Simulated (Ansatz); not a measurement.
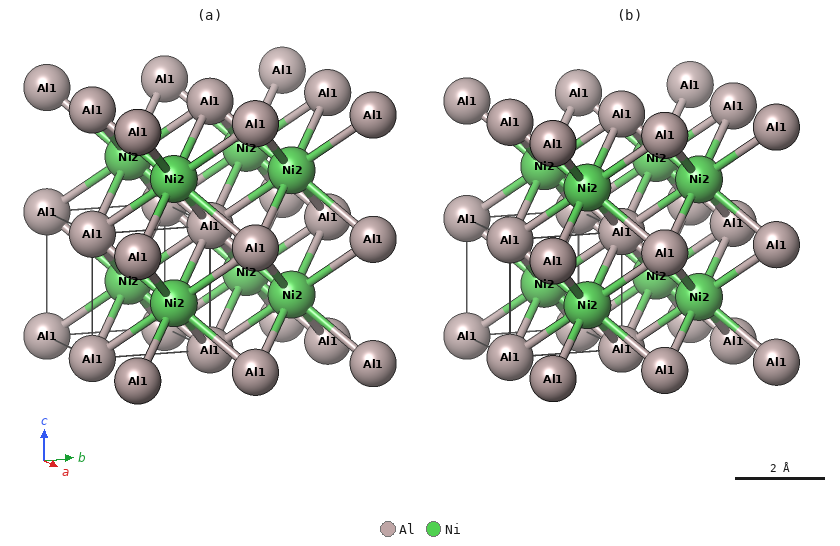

Left: solid AlNi. Right: the same structure after one change, at the same scale. Style: ball-and-stick. Shown: the cell of the calculation, repeated 2 × 2 × 2 with one cell outlined, from a free direction.

These are results of Ansatz 0.2.0, DFT r2SCAN, scalar-relativistic, plane waves, PAW, not measurements. (plane-wave cutoff 500 eV; occupations gaussian; smearing width 0.1 eV; no spin polarisation) The k-mesh is chosen for each cell (16×16×14, 16×16×16).

The crystal is put under a hydrostatic pressure of 40 GPa. Cell and atoms are relaxed at that pressure.

And its effect?

It costs 189 meV per atom. (The two runs use different k-meshes.) Pressure: 0.0 GPa before, 40.0 GPa after. It is metallic before and after. The drawn cell changes as follows: a = b 2.860 → 2.714 Å (−5.1 %), c 2.870 → 2.714 Å (−5.4 %); the volume changes by −14.9 %. No atom moves by more than 0.005 Å relative to the cell. Some distances before and after: Al–Ni 2.480 → 2.350 Å. The space group (tolerance 0.01 Å) goes from P4/mmm (No. 123) to Pm-3m (No. 221).
